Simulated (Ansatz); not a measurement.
# Pt: geometry relaxation (part 3 of 3)

Continued. System: Pt (defect cell, 61 atoms in the cell). Method: DFT PBE, scalar-relativistic, plane waves, PAW, no spin polarisation (Ansatz 0.2.0); cutoff 420 eV, 3×3×3 k-mesh, Gaussian smearing of 0.1 eV. The structure derives from a Materials Project entry. It belongs to a series of runs on one base structure; here: Pt vacancy (site a), charge +0, atoms relaxed at the host's cell.

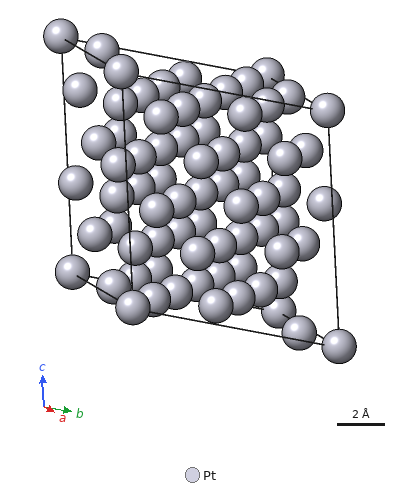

Fig. 1: The geometry at step 3 of the log (spheres-only view of the cell of the calculation, seen slightly off an axis).

## Log, continued
```
--- Relaxed structure (4 steps of the walk, 4 accepted, 0 SCFs on fresh bases) ---
  F+E_penalty+E_count = -763903.26828753 eV   max|allowed force component| = 6.206e-3 eV/Å
  atoms:
    - { symbol: Pt, position: [0.822558827681382, 0.5655598727254983, 0.11289989677645984] }
    - { symbol: Pt, position: [0.6349784703114454, 0.7321805412165707, 0.14649149415515914] }
    - { symbol: Pt, position: [0.436527614661564, 0.887093445163345, 0.1773975373584312] }
    - { symbol: Pt, position: [0.8708535608259453, 0.7789658904190062, 0.35074930342584776] }
    - { symbol: Pt, position: [0.6815087610905456, 0.9355980520773332, 0.3823244321613217] }
    - { symbol: Pt, position: [0.9193581677399336, 0.9838927852218965, 0.5957304498548294] }
    - { symbol: Pt, position: [0.8065657940133989, 0.15651798054820693, 0.03634747076759483] }
    - { symbol: Pt, position: [0.6146812252775545, 0.3213310429902639, 0.06564035680476618] }
    - { symbol: Pt, position: [0.41968207031500393, 0.4825956784223025, 0.09637934068870006] }
    - { symbol: Pt, position: [0.22570705028163124, 0.6442443098921367, 0.12854385186735856] }
    - { symbol: Pt, position: [0.027485722484272473, 0.8105410191544802, 0.16140450369044806] }
    - { symbol: Pt, position: [0.8548605271579621, 0.3699239982417146, 0.2741968774169828] }
    - { symbol: Pt, position: [0.662929275179321, 0.5346061499971304, 0.3057650615643086] }
    - { symbol: Pt, position: [0.46919120976140205, 0.6953899313024042, 0.3373462669581886] }
    - { symbol: Pt, position: [0.2718454629061483, 0.8555252610160193, 0.36932878933707247] }
    - { symbol: Pt, position: [0.9037142126490346, 0.5807445626216474, 0.5170460126881911] }
    - { symbol: Pt, position: [0.710801647127717, 0.7437134833414888, 0.5471374946033787] }
    - { symbol: Pt, position: [0.5152120518282023, 0.9027374002542438, 0.5805457599586803] }
    - { symbol: Pt, position: [0.9509263518872593, 0.7919615332432552, 0.760412601610245] }
    - { symbol: Pt, position: [0.7580611870994107, 0.9515910857453165, 0.7913663243386131] }
    - { symbol: Pt, position: [0.405573891933196, 0.0799586099511939, 0.01776798485637011] }
    - { symbol: Pt, position: [0.20822814507794216, 0.24009393966480874, 0.04975050723525406] }
    - { symbol: Pt, position: [0.014490079660023298, 0.4008777209700826, 0.08133171262913395] }
    - { symbol: Pt, position: [0.6499336323550717, 0.12494285181273303, 0.22569227050299456] }
    - { symbol: Pt, position: [0.451712304557713, 0.29123956107507637, 0.258552922326084] }
    - { symbol: Pt, position: [0.25773728452434025, 0.45288819254491053, 0.29071743350474255] }
    - { symbol: Pt, position: [0.06273812956178977, 0.614152827976949, 0.3214564173886764] }
    - { symbol: Pt, position: [0.8857665703612342, 0.1714731425918332, 0.42910978136375705] }
    - { symbol: Pt, position: [0.694911797558205, 0.3372604031418766, 0.46590039127792354] }
    - { symbol: Pt, position: [0.5002133931304665, 0.501535001513627, 0.4993692925533113] }
    - { symbol: Pt, position: [0.30491661138965154, 0.6619210300270163, 0.5320446713859267] }
    - { symbol: Pt, position: [0.11106168160087437, 0.8239440556221392, 0.5630668547549913] }
    - { symbol: Pt, position: [0.9358787238276933, 0.38676954258827473, 0.6786946441580254] }
    - { symbol: Pt, position: [0.7415406310116507, 0.5487143283789383, 0.7084021300354172] }
    - { symbol: Pt, position: [0.5496184294853643, 0.7114203808635478, 0.7437982740411149] }
    - { symbol: Pt, position: [0.353563420358368, 0.8705728890755853, 0.774520779992053] }
    - { symbol: Pt, position: [0.9825075572811394, 0.5982234678253363, 0.921196382915519] }
    - { symbol: Pt, position: [0.79165278447811, 0.7640107283753799, 0.9579869928296856] }
    - { symbol: Pt, position: [0.6031482831526365, 0.9206850425420445, 0.9898171799884946] }
    - { symbol: Pt, position: [-0.004089406251201381, -0.00011418111012018002, 0.0047723420321209575] }
    - { symbol: Pt, position: [0.2408917401777802, 0.04839042580386798, 0.20969923683501135] }
    - { symbol: Pt, position: [0.042440884527898806, 0.20330332975064228, 0.2406052800382834] }
    - { symbol: Pt, position: [0.48512056991301483, 0.09564996577556167, 0.41757683923883887] }
    - { symbol: Pt, position: [0.2884597904752785, 0.2568331834179141, 0.4498699417167798] }
    - { symbol: Pt, position: [0.09503123203973077, 0.4174920485392128, 0.48263963503102897] }
    - { symbol: Pt, position: [0.7264930029520847, 0.14352233772395773, 0.6266841725831974] }
    - { symbol: Pt, position: [0.5328887719630819, 0.30623821977281196, 0.6597553210667008] }
    - { symbol: Pt, position: [0.3387096774196722, 0.4677419354836065, 0.6935483870967213] }
    - { symbol: Pt, position: [0.1445305828762622, 0.629245651194401, 0.7273414531267417] }
    - { symbol: Pt, position: [0.9666177077116271, 0.19177038762572415, 0.8399592795900638] }
    - { symbol: Pt, position: [0.7737051421903094, 0.35473930834556566, 0.8700507615052514] }
    - { symbol: Pt, position: [0.5823881227996135, 0.5179918224280001, 0.9044571391624134] }
    - { symbol: Pt, position: [0.38895956436406587, 0.678650687549299, 0.9372268324766626] }
    - { symbol: Pt, position: [0.19229878492632946, 0.8398339051916515, 0.9695199349546035] }
    - { symbol: Pt, position: [0.07427107168670781, 0.014798828425168683, 0.3972795942049479] }
    - { symbol: Pt, position: [0.3238559344809761, 0.0649109818916278, 0.6125759942013895] }
    - { symbol: Pt, position: [0.12780092535397977, 0.22406349010366516, 0.6432985001523276] }
    - { symbol: Pt, position: [0.5663576732384699, 0.11153981534507382, 0.8240299194384512] }
    - { symbol: Pt, position: [0.3725027434496926, 0.27356284094019656, 0.8550521028075158] }
    - { symbol: Pt, position: [0.17720596170887754, 0.43394886945358613, 0.8877274816401312] }
    - { symbol: Pt, position: [0.16220730301114195, 0.03274647071296929, 0.806551014234762] }
```

## Trajectory as extended XYZ (Å, eV, eV/Å), 3 of the 4 frames kept, from step=1 to step=4
```
61
Lattice="-1.9851 -9.9256 0.0000 9.9256 0.0000 -1.9851 0.0000 1.9851 9.9256" Properties=species:S:1:pos:R:3:forces:R:3 step=1 energy=-763902.94774
Pt    3.9702   -7.9405    0.0000    0.2408   0.0071  -0.0081
Pt    5.9553   -5.9553    0.0000    0.4484  -0.4506   0.0063
Pt    7.9405   -3.9702    0.0000   -0.0081  -0.2408  -0.0071
Pt    5.9553   -7.9405    1.9851    0.4171  -0.0249  -0.4124
Pt    7.9405   -5.9553    1.9851   -0.0249  -0.4124  -0.4171
Pt    7.9405   -7.9405    3.9702    0.0071  -0.0081  -0.2408
Pt    0.0000   -7.9405    0.0000   -0.4171   0.0249   0.4124
Pt    1.9851   -5.9553    0.0000   -0.0505  -0.0280   0.0444
Pt    3.9702   -3.9702    0.0000   -0.1212   0.1250  -0.0068
Pt    5.9553   -1.9851    0.0000   -0.1296  -0.1185  -0.0034
Pt    7.9405    0.0000    0.0000    0.4124   0.4171  -0.0249
Pt    1.9851   -7.9405    1.9851   -0.2408  -0.0071   0.0081
Pt    3.9702   -5.9553    1.9851    0.0715  -0.0413  -0.0494
Pt    5.9553   -3.9702    1.9851    0.0296  -0.0653  -0.0527
Pt    7.9405   -1.9851    1.9851    0.0494   0.0715  -0.0413
Pt    3.9702   -7.9405    3.9702   -0.1185  -0.0034   0.1296
Pt    5.9553   -5.9553    3.9702    0.0280  -0.0444  -0.0505
Pt    7.9405   -3.9702    3.9702   -0.0034   0.1296   0.1185
Pt    5.9553   -7.9405    5.9553    0.0413   0.0494   0.0715
Pt    7.9405   -5.9553    5.9553   -0.0071   0.0081   0.2408
Pt    0.0000   -3.9702    0.0000   -0.0494  -0.0715   0.0413
Pt    1.9851   -1.9851    0.0000   -0.0296   0.0653   0.0527
Pt    3.9702    0.0000    0.0000   -0.0715   0.0413   0.0494
Pt    0.0000   -5.9553    1.9851   -0.4124  -0.4171   0.0249
Pt    1.9851   -3.9702    1.9851    0.1296   0.1185   0.0034
Pt    3.9702   -1.9851    1.9851    0.1212  -0.1250   0.0068
Pt    5.9553    0.0000    1.9851    0.0505   0.0280  -0.0444
Pt    0.0000   -7.9405    3.9702   -0.4506   0.0063  -0.4484
Pt    1.9851   -5.9553    3.9702   -0.0653  -0.0527  -0.0296
Pt    3.9702   -3.9702    3.9702    0.0194   0.0000  -0.0130
Pt    5.9553   -1.9851    3.9702    0.0130   0.0194   0.0000
Pt    7.9405    0.0000    3.9702    0.0527   0.0296  -0.0653
Pt    1.9851   -7.9405    5.9553    0.1250  -0.0068   0.1212
Pt    3.9702   -5.9553    5.9553   -0.1250   0.0068  -0.1212
Pt    5.9553   -3.9702    5.9553    0.0447  -0.0487   0.0639
Pt    7.9405   -1.9851    5.9553   -0.0068   0.1212  -0.1250
Pt    3.9702   -7.9405    7.9405    0.0653   0.0527   0.0296
Pt    5.9553   -5.9553    7.9405    0.4506  -0.0063   0.4484
Pt    7.9405   -3.9702    7.9405    0.0063  -0.4484   0.4506
Pt    0.0000    0.0000    0.0000    0.0249   0.4124   0.4171
Pt    0.0000   -1.9851    1.9851    0.0081   0.2408   0.0071
Pt    1.9851    0.0000    1.9851   -0.4484   0.4506  -0.0063
Pt    0.0000   -3.9702    3.9702   -0.0444  -0.0505  -0.0280
Pt    1.9851   -1.9851    3.9702   -0.0487   0.0639  -0.0447
Pt    3.9702    0.0000    3.9702   -0.0639   0.0447  -0.0487
Pt    0.0000   -5.9553    5.9553   -0.0413  -0.0494  -0.0715
Pt    1.9851   -3.9702    5.9553    0.0000  -0.0130  -0.0194
Pt    3.9702   -1.9851    5.9553    0.0000   0.0000   0.0000
Pt    5.9553    0.0000    5.9553    0.0000   0.0130   0.0194
Pt    0.0000   -7.9405    7.9405   -0.0280   0.0444   0.0505
Pt    1.9851   -5.9553    7.9405    0.1185   0.0034  -0.1296
Pt    3.9702   -3.9702    7.9405    0.0639  -0.0447   0.0487
Pt    5.9553   -1.9851    7.9405    0.0487  -0.0639   0.0447
Pt    7.9405    0.0000    7.9405    0.0444   0.0505   0.0280
Pt    0.0000    0.0000    3.9702   -0.0063   0.4484  -0.4506
Pt    0.0000   -1.9851    5.9553    0.0068  -0.1212   0.1250
Pt    1.9851    0.0000    5.9553   -0.0447   0.0487  -0.0639
Pt    0.0000   -3.9702    7.9405   -0.0527  -0.0296   0.0653
Pt    1.9851   -1.9851    7.9405   -0.0130  -0.0194   0.0000
Pt    3.9702    0.0000    7.9405   -0.0194   0.0000   0.0130
Pt    0.0000    0.0000    7.9405    0.0034  -0.1296  -0.1185
61
Lattice="-1.9851 -9.9256 0.0000 9.9256 0.0000 -1.9851 0.0000 1.9851 9.9256" Properties=species:S:1:pos:R:3:forces:R:3 step=3 energy=-763903.26685
Pt    3.9814   -7.9403    0.0004    0.0006  -0.0001  -0.0199
Pt    6.0087   -6.0127    0.0015   -0.0113   0.0135  -0.0062
Pt    7.9409   -3.9814   -0.0002   -0.0199  -0.0006   0.0001
Pt    6.0043   -7.9461    1.9349   -0.0153  -0.0058   0.0082
Pt    7.9348   -6.0055    1.9361   -0.0058   0.0082   0.0153
Pt    7.9406   -7.9400    3.9591   -0.0001  -0.0199  -0.0006
Pt   -0.0490   -7.9348    0.0502    0.0153   0.0058  -0.0082
Pt    1.9703   -5.9698    0.0132   -0.0145   0.0006   0.0016
Pt    3.9595   -3.9740   -0.0006   -0.0143   0.0050  -0.0044
Pt    5.9504   -1.9853   -0.0020   -0.0262  -0.0044  -0.0034
Pt    7.9906    0.0490   -0.0056   -0.0082  -0.0153  -0.0058
Pt    1.9740   -7.9406    1.9847   -0.0006   0.0001   0.0199
Pt    3.9882   -5.9723    1.9736    0.0190   0.0063  -0.0015
Pt    5.9707   -3.9870    1.9695    0.0008  -0.0128  -0.0110
Pt    7.9519   -1.9672    1.9681    0.0015   0.0190   0.0063
Pt    3.9701   -7.9425    3.9752   -0.0044  -0.0034   0.0262
Pt    5.9698   -5.9685    3.9554   -0.0006  -0.0016  -0.0145
Pt    7.9384   -3.9653    3.9704   -0.0034   0.0262   0.0044
Pt    5.9723   -7.9290    5.9733   -0.0063   0.0015   0.0190
Pt    7.9403   -5.9558    5.9665    0.0001   0.0199   0.0006
Pt   -0.0115   -3.9882    0.0170   -0.0015  -0.0190  -0.0063
Pt    1.9698   -1.9684    0.0156   -0.0008   0.0128   0.0110
Pt    3.9523    0.0170    0.0115   -0.0190  -0.0063   0.0015
Pt   -0.0502   -6.0043    1.9907    0.0082   0.0153   0.0058
Pt    1.9901   -3.9701    1.9872    0.0262   0.0044   0.0034
Pt    3.9809   -1.9814    1.9857    0.0143  -0.0050   0.0044
Pt    5.9702    0.0145    1.9720    0.0145  -0.0006  -0.0016
Pt   -0.0573   -7.9390    3.9169    0.0135  -0.0062   0.0113
Pt    1.9684   -5.9710    3.9549   -0.0128  -0.0110  -0.0008
Pt    3.9821   -3.9741    3.9618    0.0096   0.0034  -0.0058
Pt    5.9637   -1.9732    3.9663    0.0058   0.0096   0.0034
Pt    7.9561    0.0154    3.9535    0.0110   0.0008  -0.0128
Pt    1.9814   -7.9411    5.9660    0.0050  -0.0044   0.0143
Pt    3.9740   -5.9547    5.9447   -0.0050   0.0044  -0.0143
Pt    5.9694   -3.9805    5.9703    0.0068   0.0051   0.0092
Pt    7.9398   -1.9744    5.9591   -0.0044   0.0143  -0.0050
Pt    3.9870   -7.9248    7.9558    0.0128   0.0110   0.0008
Pt    6.0127   -5.9568    7.9938   -0.0135   0.0062  -0.0113
Pt    7.9419   -4.0236    7.9978   -0.0062   0.0113  -0.0135
Pt    0.0056    0.0502    0.0490    0.0058  -0.0082  -0.0153
Pt   -0.0004   -1.9740    1.9853    0.0199   0.0006  -0.0001
Pt    1.9318    0.0573    1.9837    0.0113  -0.0135   0.0062
Pt   -0.0132   -3.9850    3.9558   -0.0016  -0.0145   0.0006
Pt    1.9748   -1.9702    3.9562    0.0051   0.0092  -0.0068
Pt    3.9553    0.0140    3.9599   -0.0092   0.0068   0.0051
Pt   -0.0170   -5.9668    5.9374    0.0063  -0.0015  -0.0190
Pt    1.9812   -3.9786    5.9435    0.0034  -0.0058  -0.0096
Pt    3.9702   -1.9851    5.9553    0.0000   0.0000   0.0000
Pt    5.9593    0.0084    5.9672   -0.0034   0.0058   0.0096
Pt   -0.0145   -7.9273    7.9553    0.0006   0.0016   0.0145
Pt    1.9853   -5.9533    7.9355    0.0044   0.0034  -0.0262
Pt    3.9851   -3.9843    7.9508    0.0092  -0.0068  -0.0051
Pt    5.9656   -2.0000    7.9545   -0.0051  -0.0092   0.0068
Pt    7.9536    0.0148    7.9549    0.0016   0.0145  -0.0006
Pt   -0.0015    0.0533    3.9129    0.0062  -0.0113   0.0135
Pt    0.0006   -1.9958    5.9516    0.0044  -0.0143   0.0050
Pt    1.9711    0.0103    5.9404   -0.0068  -0.0051  -0.0092
Pt   -0.0156   -3.9856    7.9572   -0.0110  -0.0008   0.0128
Pt    1.9767   -1.9970    7.9444   -0.0058  -0.0096  -0.0034
Pt    3.9583    0.0039    7.9488   -0.0096  -0.0034   0.0058
Pt    0.0020   -0.0050    7.9403    0.0034  -0.0262  -0.0044
61
Lattice="-1.9851 -9.9256 0.0000 9.9256 0.0000 -1.9851 0.0000 1.9851 9.9256" Properties=species:S:1:pos:R:3:forces:R:3 step=4 energy=-763903.26829
Pt    3.9806   -7.9403   -0.0021   -0.0040  -0.0006  -0.0010
Pt    6.0068   -6.0117    0.0006    0.0002  -0.0021  -0.0006
Pt    7.9384   -3.9806   -0.0002   -0.0010   0.0040   0.0006
Pt    6.0029   -7.9474    1.9351   -0.0026  -0.0029  -0.0015
Pt    7.9335   -6.0054    1.9375   -0.0029  -0.0015   0.0026
Pt    7.9407   -7.9426    3.9598   -0.0006  -0.0010   0.0040
Pt   -0.0476   -7.9335    0.0501    0.0026   0.0029   0.0015
Pt    1.9692   -5.9708    0.0136   -0.0011  -0.0041   0.0028
Pt    3.9569   -3.9743   -0.0014   -0.0062  -0.0016  -0.0036
Pt    5.9464   -1.9851   -0.0030   -0.0045   0.0020  -0.0024
Pt    7.9905    0.0476   -0.0070    0.0015  -0.0026  -0.0029
Pt    1.9747   -7.9407    1.9872    0.0040   0.0006   0.0010
Pt    3.9903   -5.9730    1.9736    0.0010  -0.0046  -0.0001
Pt    5.9707   -3.9873    1.9679    0.0022  -0.0002  -0.0016
Pt    7.9519   -1.9651    1.9675    0.0001   0.0010  -0.0046
Pt    3.9702   -7.9435    3.9791    0.0020  -0.0024   0.0045
Pt    5.9708   -5.9690    3.9543    0.0041  -0.0028  -0.0011
Pt    7.9374   -3.9613    3.9702   -0.0024   0.0045  -0.0020
Pt    5.9730   -7.9290    5.9754    0.0046   0.0001   0.0010
Pt    7.9403   -5.9532    5.9657    0.0006   0.0010  -0.0040
Pt   -0.0115   -3.9903    0.0176   -0.0001  -0.0010   0.0046
Pt    1.9697   -1.9680    0.0172   -0.0022   0.0002   0.0016
Pt    3.9502    0.0176    0.0115   -0.0010   0.0046   0.0001
Pt   -0.0501   -6.0029    1.9921   -0.0015   0.0026   0.0029
Pt    1.9940   -3.9702    1.9881    0.0045  -0.0020   0.0024
Pt    3.9835   -1.9811    1.9865    0.0062   0.0016   0.0036
Pt    5.9713    0.0154    1.9715    0.0011   0.0041  -0.0028
Pt   -0.0564   -7.9399    3.9188   -0.0021  -0.0006  -0.0002
Pt    1.9680   -5.9725    3.9548   -0.0002  -0.0016  -0.0022
Pt    3.9850   -3.9736    3.9609    0.0055   0.0005  -0.0003
Pt    5.9647   -1.9703    3.9669    0.0003   0.0055   0.0005
Pt    7.9577    0.0154    3.9531    0.0016   0.0022  -0.0002
Pt    1.9811   -7.9418    5.9687   -0.0016  -0.0036   0.0062
Pt    3.9743   -5.9540    5.9420    0.0016   0.0036  -0.0062
Pt    5.9702   -3.9788    5.9704    0.0022   0.0024  -0.0016
Pt    7.9391   -1.9718    5.9594   -0.0036   0.0062   0.0016
Pt    3.9873   -7.9233    7.9559    0.0002   0.0016   0.0022
Pt    6.0117   -5.9559    7.9919    0.0021   0.0006   0.0002
Pt    7.9410   -4.0217    7.9968   -0.0006  -0.0002   0.0021
Pt    0.0070    0.0501    0.0476    0.0029   0.0015  -0.0026
Pt    0.0021   -1.9747    1.9853    0.0010  -0.0040  -0.0006
Pt    1.9337    0.0564    1.9846   -0.0002   0.0021   0.0006
Pt   -0.0136   -3.9862    3.9548   -0.0028  -0.0011  -0.0041
Pt    1.9766   -1.9701    3.9554    0.0024  -0.0016  -0.0022
Pt    3.9552    0.0149    3.9617    0.0016   0.0022   0.0024
Pt   -0.0176   -5.9668    5.9353   -0.0046  -0.0001  -0.0010
Pt    1.9817   -3.9795    5.9405    0.0005  -0.0003  -0.0055
Pt    3.9702   -1.9851    5.9553    0.0000   0.0000   0.0000
Pt    5.9587    0.0093    5.9702   -0.0005   0.0003   0.0055
Pt   -0.0154   -7.9268    7.9564   -0.0041   0.0028   0.0011
Pt    1.9851   -5.9523    7.9316   -0.0020   0.0024  -0.0045
Pt    3.9853   -3.9851    7.9490   -0.0016  -0.0022  -0.0024
Pt    5.9639   -2.0001    7.9553   -0.0024   0.0016   0.0022
Pt    7.9541    0.0159    7.9559    0.0028   0.0011   0.0041
Pt   -0.0006    0.0515    3.9139    0.0006   0.0002  -0.0021
Pt    0.0014   -1.9984    5.9513    0.0036  -0.0062  -0.0016
Pt    1.9703    0.0085    5.9403   -0.0022  -0.0024   0.0016
Pt   -0.0172   -3.9856    7.9576   -0.0016  -0.0022   0.0002
Pt    1.9758   -1.9999    7.9438   -0.0003  -0.0055  -0.0005
Pt    3.9554    0.0034    7.9498   -0.0055  -0.0005   0.0003
Pt    0.0030   -0.0089    7.9405    0.0024  -0.0045   0.0020
```

## Results in brief

```csv
quantity,value
outcome,converged
electrons treated,1098
free energy,−763903.2683 eV
Fermi energy,21.804 eV
gap on the k-point mesh,none (metallic)
final volume,970.02 Å³
largest force (length of the vector) at the end,0.007 eV/Å
hardware,"8 threads of Intel Xeon @ 2.70GHz, 189 GiB of memory available, shared host"
wall time,5.4 min (CPU time 41 min)
peak memory,13 GiB
```

Spin–orbit coupling is left out, which matters for Pt.
